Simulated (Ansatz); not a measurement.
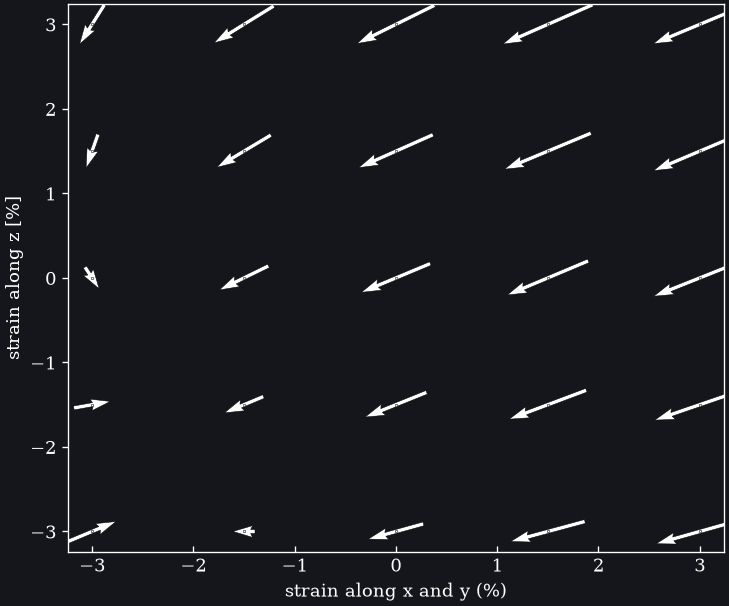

Al (Fm-3m, No. 225; 1 atom in the cell). The cell is strained homogeneously, by one strain along x and y and another along z, with fractional coordinates fixed (x, y and z along the cube axes). The first coordinate is: strain along x and y; the second: strain along z. The scan uses a 5 × 5 grid. Points are written as (first, second). The reference cell is the one listed in the database, not relaxed at this level. Method: DFT PBEsol+D3(BJ), scalar-relativistic, plane waves, PAW in Ansatz. Settings: cutoff 420 eV, k-mesh 20×20×20, gaussian smearing 0.15 eV, no spin polarisation.

Drawn: dots at the grid points, arrows along the force (downhill), their lengths compressed.

Q: The arrows alone are given. Where is the energy lowest?

A: The arrows converge at about (−2.2 %, −1.9 %) (read from the interpolated surface).

The energy map of the same scan:

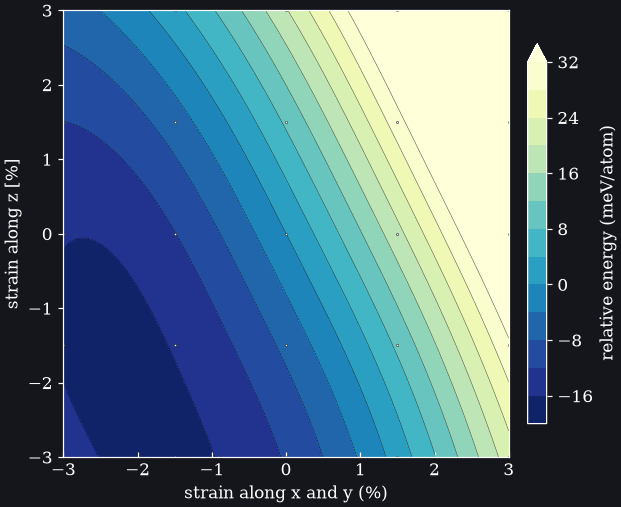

Energies are in meV/atom, from the unstrained cell; between grid points the surface is interpolated.
